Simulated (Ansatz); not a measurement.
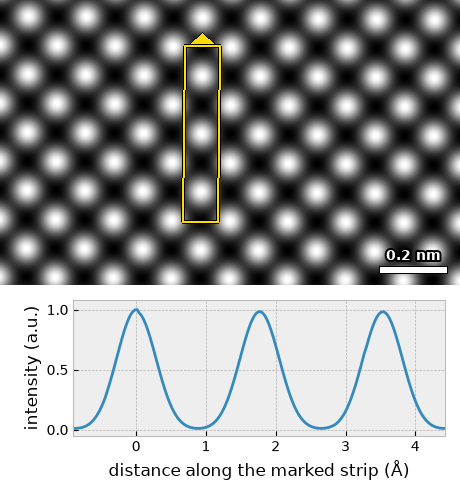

Dark-field STEM-like image of C (Fd-3m, No. 227) along [001]. The image is simulated as a sum over atoms of Z^1.7, blurred by a 0.67 Å probe (no channelling). The display is stretched by a gamma of 0.8; percentages refer to the linear signal. Structure used: coordinates from a relaxation with DFT, LDA (PW92), plane waves (420 eV) with PAW, scalar-relativistic in Ansatz; the starting structure was generated, so it need not be a known form of this composition.

```cif
data_structure
_symmetry_space_group_name_H-M 'P 1'
_symmetry_Int_Tables_number 1
_cell_length_a 3.5317
_cell_length_b 3.5317
_cell_length_c 3.5317
_cell_angle_alpha 90.000
_cell_angle_beta 90.000
_cell_angle_gamma 90.000
_cell_volume 44.05
loop_
_atom_site_label
_atom_site_type_symbol
_atom_site_fract_x
_atom_site_fract_y
_atom_site_fract_z
_atom_site_occupancy
C1 C 0.00000 0.50000 0.50000 1
C2 C 0.25000 0.75000 0.75000 1
C3 C 0.00000 0.00000 0.00000 1
C4 C 0.25000 0.25000 0.25000 1
C5 C 0.50000 0.50000 0.00000 1
C6 C 0.75000 0.75000 0.25000 1
C7 C 0.50000 0.00000 0.50000 1
C8 C 0.75000 0.25000 0.75000 1
```

The curve is the intensity along the marked strip, in the direction of its arrowhead, with zero distance at the first column. Brightness is counted from the darkest point of the image.

Q: List the columns that the line crosses, with their positions.

A:
```json
{"position (Å)": "0.0", "atoms per repeat along the beam": "1 C", "height (% of the highest)": "100"}
{"position (Å)": "1.8", "atoms per repeat along the beam": "1 C", "height (% of the highest)": "100"}
{"position (Å)": "3.5", "atoms per repeat along the beam": "1 C", "height (% of the highest)": "100"}
```
